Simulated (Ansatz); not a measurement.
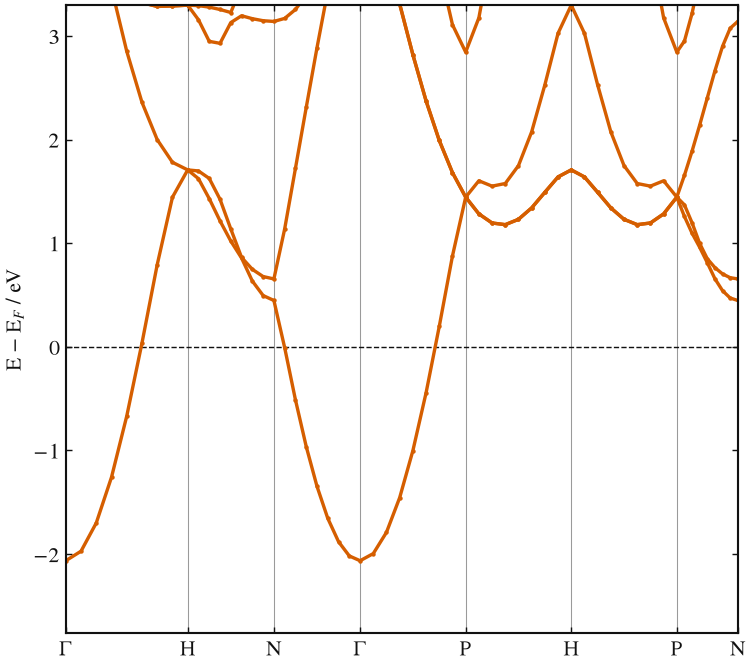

Band structure. Energies are counted from the Fermi level. The path runs straight from each named point to the next.

Which Bravais lattice do the labels of the path belong to?

Answer. A body-centred cubic lattice: the path Γ–H–N–Γ–P–H–P–N runs through the special points of its Brillouin zone.

Calculation on K, space group Im-3m, 1 atom in the cell.

Computed with Ansatz 0.2.0: DFT, PBEsol, all-electron PAW with datasets made for the crystal, scalar-relativistic, no spin polarisation, 10×10×10 k mesh, Fermi-Dirac smearing of 0.05 eV.

Is there a gap at the Fermi level?

Answer. A metal: 1 band crosses the Fermi level along this path.
